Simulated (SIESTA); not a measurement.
**Energy of AlPt along an even scaling of the cell**

System: AlPt (Pm-3m, 2 atoms in the cell).
Method: Kohn-Sham DFT of a periodic cell, PBEsol, PseudoDojo 0.4 standard, converted to PSML, no spin polarisation (SIESTA 5.4.2).

The 7 runs differ only in the geometry, by an even scaling of the cell at fixed fractional positions. The structure derives from a Materials Project entry.

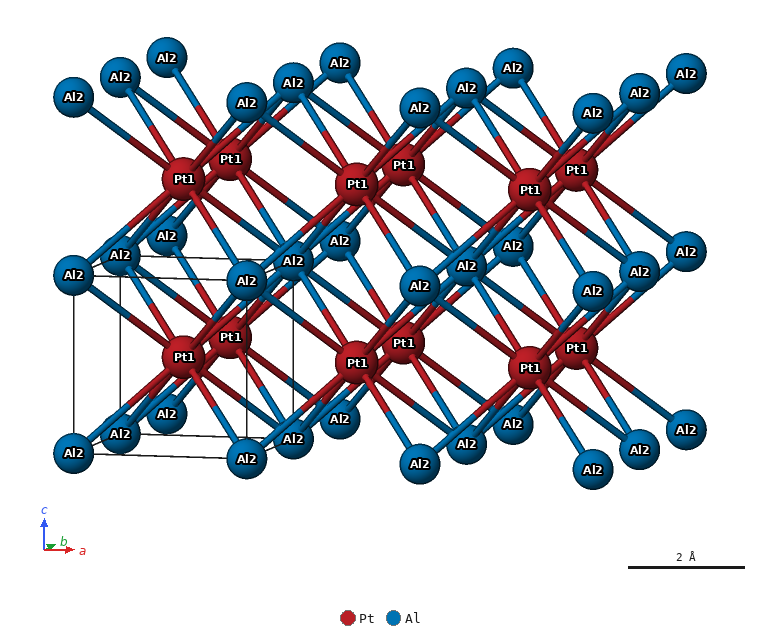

Figure 1. The structure of run 4 (ball-and-stick view of the cell of the calculation, repeated 3 × 2 × 2, seen slightly off an axis; atoms are numbered from 1 in the order of the input). An atom can appear more than once, as a periodic image.

**Input of run 4**
```
SystemName                      AlPt
SystemLabel                     AlPt
NumberOfSpecies                 2
NumberOfAtoms                   2
%block ChemicalSpeciesLabel
  1  78 Pt
  2  13 Al
%endblock ChemicalSpeciesLabel

LatticeConstant                 1.0 Ang
%block LatticeVectors
     3.0915460000     0.0000000000     0.0000000000
     0.0000000000     3.0915460000     0.0000000000
     0.0000000000     0.0000000000     3.0915460000
%endblock LatticeVectors
AtomicCoordinatesFormat         Fractional
%block AtomicCoordinatesAndAtomicSpecies
     0.5000000000     0.5000000000     0.5000000000  1  Pt
     0.0000000000     0.0000000000     0.0000000000  2  Al
%endblock AtomicCoordinatesAndAtomicSpecies

%block kgrid.MonkhorstPack
    9   0   0  0.0
    0   9   0  0.0
    0   0   9  0.0
%endblock kgrid.MonkhorstPack
XC.Functional                   GGA
XC.Authors                      PBEsol
PAO.BasisSize                   DZP
PAO.EnergyShift                 0.003 Ry
Mesh.Cutoff                     800 Ry
OccupationFunction              FD
ElectronicTemperature           0.05 eV
MaxSCFIterations                120
SCF.MustConverge                false
SCF.Mixer.Method                Pulay
SCF.Mixer.Weight                0.25
SCF.Mixer.History               8
SCF.DM.Tolerance                5.0e-05
SCF.H.Tolerance                 1.0e-03 eV
WriteForces                     true
Charge.Mulliken                 end
%block PAO.Basis
  Pt 5
  n=5 0 2
    2.732 0.000
  n=6 0 2
    7.268 0.000
  n=5 1 2
    3.260 0.000
  n=6 1 1
    7.268
  n=5 2 2
    5.669 0.000
%endblock PAO.Basis
```

Command:
```bash
siesta < AlPt.fdf > AlPt.out 2>&1
```

Lattice vectors (Å) and fractional positions of run 4:
```
   3.091546    0.000000    0.000000
   0.000000    3.091546    0.000000
   0.000000    0.000000    3.091546
Pt  0.500000  0.500000  0.500000
Al  0.000000  0.000000  0.000000
```

Run 5 differs from it as follows:
```diff
-     3.0915460000     0.0000000000     0.0000000000
-     0.0000000000     3.0915460000     0.0000000000
-     0.0000000000     0.0000000000     3.0915460000
+     3.1120204112     0.0000000000     0.0000000000
+     0.0000000000     3.1120204112     0.0000000000
+     0.0000000000     0.0000000000     3.1120204112
```

**Results, with one run withheld**

| run | volume per atom (Å³) | free energy per atom, from the lowest run given (meV) | pressure (GPa) |
| --- | --- | --- | --- |
| 1 | 13.888 | 8.92 | 7.03 |
| 2 | 14.183 | 0.32 | 2.40 |
| 3 | 14.478 | 0.00 | −1.92 |
| 4 | 14.774 | 7.20 | −5.81 |
| 5 | 15.069 | ? | ? |
| 6 | 15.365 | 40.57 | −12.04 |
| 7 | 15.660 | 65.26 | −14.68 |

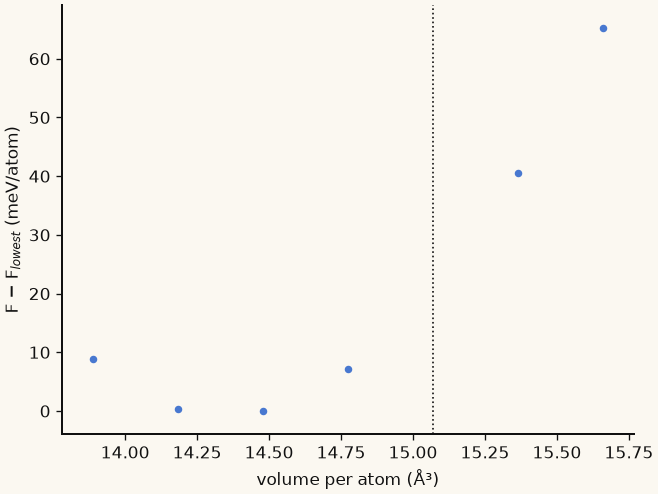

Figure 2. Free energy per atom of the runs given; the dotted line marks run 5.

Estimate the energy of run 5 from the others.

A cubic polynomial in V^(−2/3) (the Birch–Murnaghan form), fitted to the 6 runs given, misses them by at most 0.03 meV per atom. With x = V^(−2/3) − 0.16662 Å⁻², it reads F = 4.8511 − 4031.1 x + 7.0973e+05 x² + 1.9099e+06 x³ (meV per atom). At run 5 it gives 20.94 meV per atom, and the run itself gives 21.00. The slope of the fit gives a pressure −dF/dV of −9.10 GPa there, and the run prints −9.08 GPa. The fit has its minimum at 14.339 Å³ per atom, where V d²F/dV² gives 207 GPa: the bulk modulus at this level, since symmetry fixes the shape and the positions.

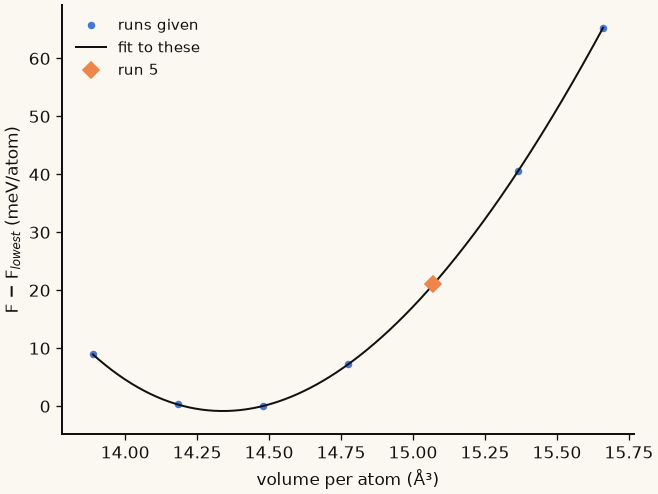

Figure 3. The fit and the withheld run.

**Some lines of the output (run 5)**
```
[...]
outcell: Cell volume (Ang**3)        :     30.1389
stepf: Fermi-Dirac step function
siesta: Etot    =     -3612.445768
siesta: FreeEng =     -3612.456802
        iscf     Eharris(eV)        E_KS(eV)     FreeEng(eV)     dDmax    Ef(eV) dHmax(eV)
siesta: E_KS(eV) =            -3617.1679
siesta: E_KS - E_eggbox =     -3617.1679
siesta: Etot    =     -3617.167876
siesta: FreeEng =     -3617.174703
siesta:         Fermi =      -4.491120
siesta: Cell volume =         30.138894 Ang**3
    Orbital volume contribution        =           2.741338 eV
```

Notes: Points of doubt noted for this run: mulliken charges of long orbitals. Spin–orbit coupling is left out, which matters for Pt. With a small basis of atomic orbitals these values can differ much from converged plane-wave results.
